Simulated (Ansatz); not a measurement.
Consider Al5N.

The calculation's input:

```
crystal:
  lattice:
    - [4.7610728489, -0.0278316396, 0.0149908695]
    - [-0.0073519311, 5.0315822215, -0.0241943604]
    - [0.1339039163, 0.359846723, 8.2889500723]
  atoms:
    - { symbol: Al, position: [0.055176028, 0.8258672387, 0.1771902337] }
    - { symbol: Al, position: [0.9737099784, 0.3504270087, 0.7038156906] }
    - { symbol: Al, position: [0.9646690526, 0.3232237994, 0.0333018624] }
    - { symbol: Al, position: [0.9767634013, 0.8364012491, 0.5246524813] }
    - { symbol: Al, position: [0.9718132605, 0.3422246049, 0.37302381] }
    - { symbol: Al, position: [0.9052029647, 0.846128424, 0.8657795568] }
    - { symbol: Al, position: [0.4833239523, 0.4631353615, 0.2189186457] }
    - { symbol: Al, position: [0.4464674985, 0.0574251009, 0.6793568334] }
    - { symbol: Al, position: [0.4852285028, 0.9715782419, 0.3613820178] }
    - { symbol: Al, position: [0.4567690332, 0.4694156111, 0.8817637994] }
    - { symbol: "N", position: [0.7663322671, 0.6899893993, 0.3330825388] }
    - { symbol: "N", position: [0.5145440606, 0.8241839604, 0.8477325302] }
basis:
  ecutwfc: 420
kpoints:
  mp_grid: { grid: [8, 8, 6] }
  band_path:
    path:
      - [[0.0, 0.0, 0.0], [0.0, 0.5, 0.0]]
      - [[0.5, 0.0, 0.0], [0.0, 0.0, 0.0], [0.0, 0.0, -0.5]]
      - [[-0.5, -0.5, -0.5], [0.0, 0.0, 0.0], [-0.5, 0.0, -0.5]]
      - [[0.0, -0.5, -0.5], [0.0, 0.0, 0.0], [-0.5, 0.5, 0.0]]
    npoints: 10
hamiltonian:
  xc: pbe
scf:
  occupations: { method: gaussian, width: 0.1 }
  n_extra_bands: 30
output:
  forces: true
  stress: true
  eigenvalues: true
  populations: true
  dos: { projected: true, de: 0.02, nscf_kmesh: { grid: [10, 10, 8] } }
  bader: false
  write_density: true
  write_potential: true
  elf: true
  volumetric_format: npy
```

Launched as:

```sh
ansatz run input.yaml --threads 1 --pin off --max-ram 2560MiB --backend cpu --events-out ev --progress --plain --runs-dir out
```

Below, planes, directions and counts refer to the conventional cell (a = 4.76 Å, b = 5.03 Å, c = 8.30 Å, α = 92.21°, β = 91.09°, γ = 90.42°).

Space group P1; a structure generated by program, which may or may not match a known phase.

Theory: DFT PBE, scalar-relativistic, plane waves, PAW in Ansatz 0.2.0.

What will maps of the valence pseudo-density and electron localisation function show?

Answer. Al–N (1.81 Å): ρ is about 0.77 e/Å³ halfway; the ELF peaks at about 0.85 in the valence shell of N, 0.7 Å from its nucleus, and is about 0.85 at the midpoint.

Does the calculation make it a metal, or give it a gap?

Answer. It is metallic or semimetallic at this level of theory: no gap opens.

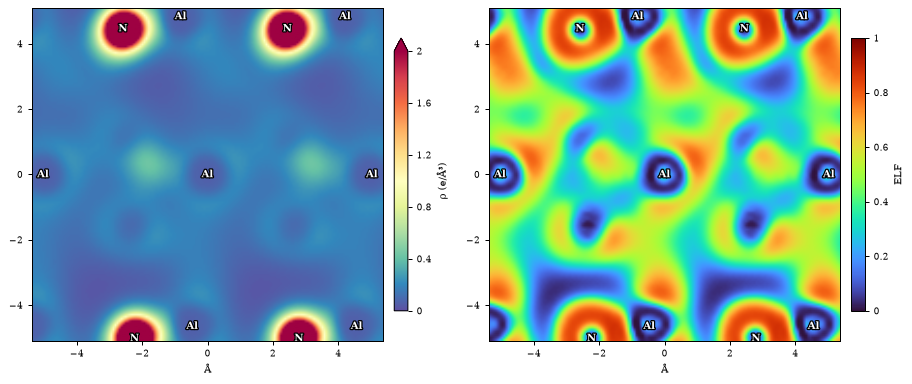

Computed valence pseudo-density and electron localisation function on the (101̄) plane of the conventional cell, in this order. Atoms just off the plane (Al, 0.5 Å away) can leave unmarked features too.

The density is the valence pseudo-density of a PAW calculation; it isn't the true density close to the nuclei.
